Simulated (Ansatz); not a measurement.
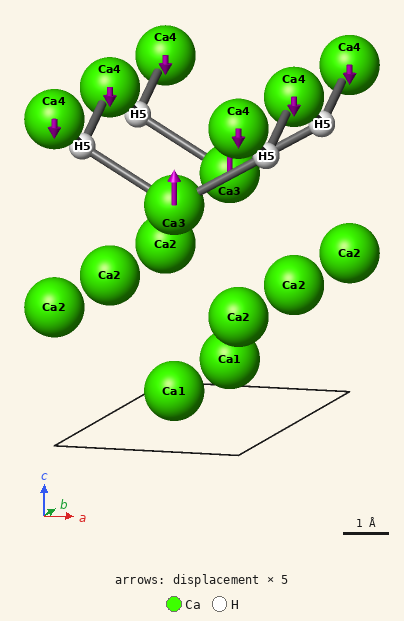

A constrained relaxation of a slab of composition Ca4H (cut from the Im-3m phase). The starting structure is drawn; purple arrows show the displacements, 5 times their true length.

A ball-and-stick model of the 1 × 2 repeat of the cell, outlined in the plane, without the vacuum, seen slightly off an axis.

Case: H put at a bridge Ca-Ca site. The slab is the (1 0 0) face of Ca with H on it. 2 atoms are held fixed.

Method: DFT PBEsol, scalar-relativistic, plane waves, PAW (Ansatz).

Input
```yaml
crystal:
  lattice:
    - [4.3230137468, 0.0, 0.0]
    - [0.0, 4.3230137468, 0.0]
    - [0.0, 0.0, 25.4845206202]
  atoms:
    - { symbol: Ca, position: [0.5, 0.5, 0.3335358011] }
    - { symbol: Ca, position: [0.0, 0.0, 0.418352263] }
    - { symbol: Ca, position: [0.5, 0.5, 0.5001028185] }
    - { symbol: Ca, position: [0.0, 0.0, 0.5868894074] }
    - { symbol: H, position: [0.0, 0.5, 0.5484346915] }
basis:
  ecutwfc: 420
kpoints:
  mp_grid: { grid: [7, 7, 1] }
hamiltonian:
  xc: pbesol
scf:
  occupations: { method: gaussian, width: 0.1 }
output:
  forces: true
  eigenvalues: true
relax:
  adjacent_minimum: "off"
  f_tol: 0.03
  max_steps: 70
  constraints: [{ sites: [0, 1] }]
efield:
  axis: 3
  dipole_correction: true
```

Question: Atoms of which element are displaced furthest, and by how much?

Answer: Calcium: up to 0.16 Å, against 0.01 Å for hydrogen.

Question: What did the optimiser do to the structure, and how much energy did it gain?

Answer: After 3 geometry steps the energy has fallen by 58.5 meV per cell of the calculation. Largest force component: 0.51 eV/Å at the start, 0.019 eV/Å at the end. Ca3 moves most: 0.16 Å along the normal (+c). Largest moves by element: Ca 0.16 Å, H 0.01 Å. The lattice vectors keep their values. Near-neighbour distances that change, for instance: Ca3–H5 2.488 → 2.407 Å, Ca4–H5 2.373 → 2.341 Å. Among the angles between lasting bonds that change: Ca3–H5–Ca3 120.6° → 127.8°, H5–Ca3–H5 120.6° → 127.8°, H5–Ca4–H5 131.2° → 134.8°.

Limits of the set-up: the periodic images lie only 4.3 Å apart, so the values are limited by the cell's size.
